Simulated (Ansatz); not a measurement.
Read the following structure.

```yaml
crystal:
  lattice:
    - [3.18165, 0.00000, 0.00000]
    - [-1.59083, 2.75539, 0.00000]
    - [0.00000, 0.00000, 35.31220]
  atoms:
    - { symbol: W, position: [0.66667, 0.33333, 0.40753] }
    - { symbol: W, position: [0.66667, 0.33333, 0.77751] }
    - { symbol: W, position: [0.33333, 0.66667, 0.22249] }
    - { symbol: W, position: [0.33333, 0.66667, 0.59247] }
    - { symbol: S, position: [0.66667, 0.33333, 0.17834] }
    - { symbol: S, position: [0.66667, 0.33333, 0.54831] }
    - { symbol: S, position: [0.33333, 0.66667, 0.36337] }
    - { symbol: S, position: [0.33333, 0.66667, 0.73334] }
    - { symbol: S, position: [0.66667, 0.33333, 0.26666] }
    - { symbol: S, position: [0.66667, 0.33333, 0.63663] }
    - { symbol: S, position: [0.33333, 0.66667, 0.45169] }
    - { symbol: S, position: [0.33333, 0.66667, 0.82166] }
```

**Before looking at a picture, describe the arrangement of atoms.**

The material is WS2. Counting shared atoms by their share gives 4 W, 8 S, or 12 atoms. The polyhedra are WS6 trigonal prisms; they share edges. W is surrounded by six S in a trigonal prismatic arrangement at 2.41 Å. Each S has three W in a trigonal pyramidal arrangement at 2.41 Å. Not all metal-metal contacts are counted. The bonds build WS2 layers parallel to (001).

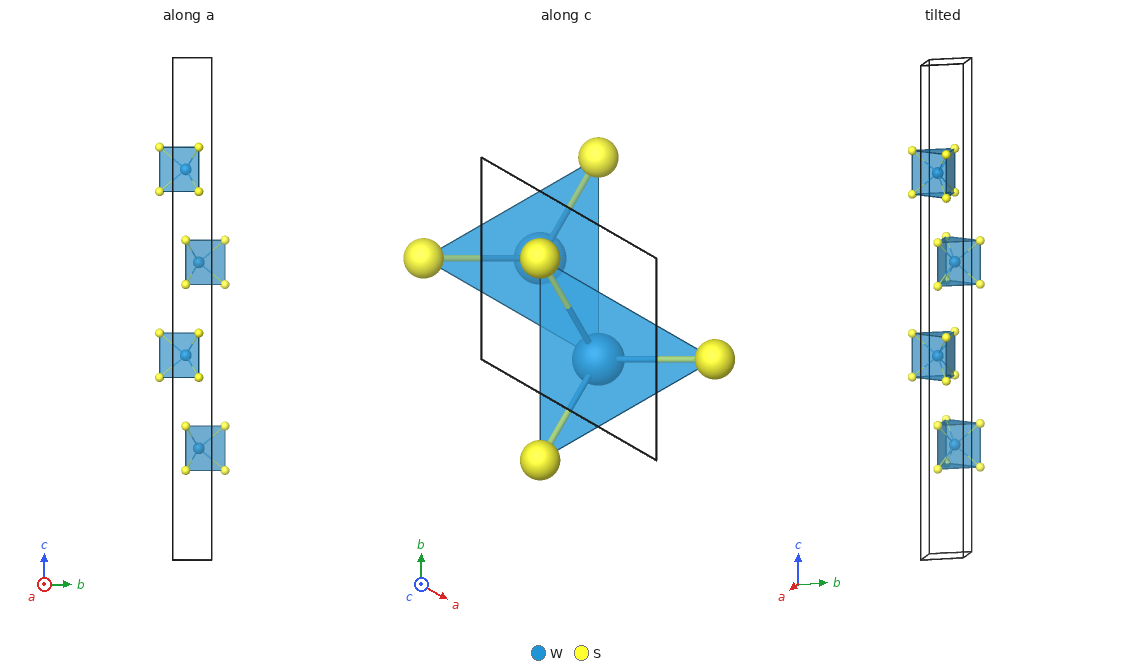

Polyhedral drawing of the structure, looking along the a axis, along the c axis and slightly off an axis. Lines trace the edges of the simulation cell. A few atoms beyond the faces are included. Colours: tungsten blue, sulfur yellow.

The cell started as a structure listed in the Materials Project. Earlier steps of the study, as a rule a relaxation of our own, may have changed the cell and positions, so they can lie some per cent off the listed ones. An electronic-structure calculation with Ansatz was run on it.
